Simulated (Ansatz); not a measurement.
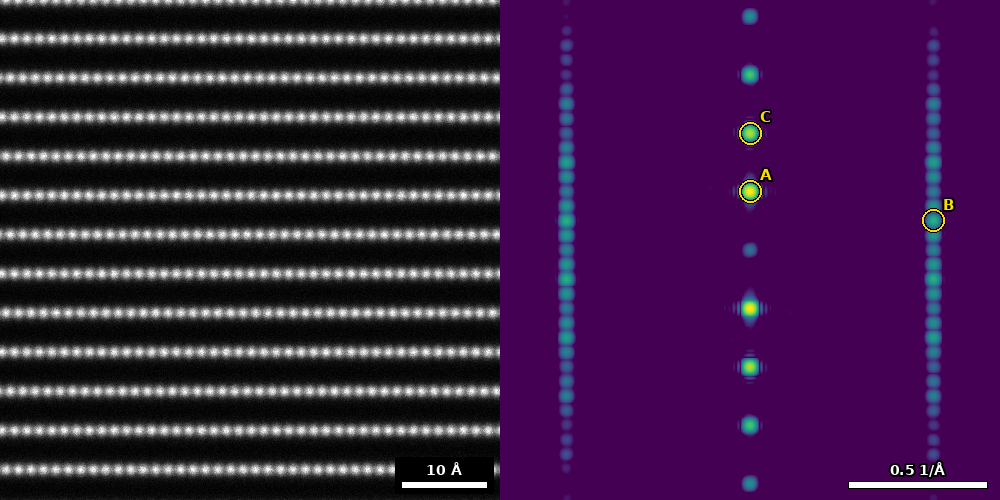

HAADF-like image of a crystal. The image is simulated as a sum over atoms of Z^1.7, blurred by a 1.06 Å probe (no channelling). The probe carries 25 % of its weight in a tail 2.5 times as wide. Shot noise was added.

The right panel is the modulus of the image's Fourier transform on a logarithmic scale.

Q: Which lattice spacings do the marked spots stand for, and what angle do A and B enclose?

A: 4.7 Å, B: 1.5 Å, C: 2.4 Å; A and B enclose about 81°.

The crystal is C (P6_3/mmc, No. 194) along [100]; the spots are (0 0 -4), (0 -1 -2) and (0 0 -8). Structure used: the geometry given to an electronic-structure calculation, possibly off equilibrium; the starting structure was generated, so it need not be a known form of this composition.
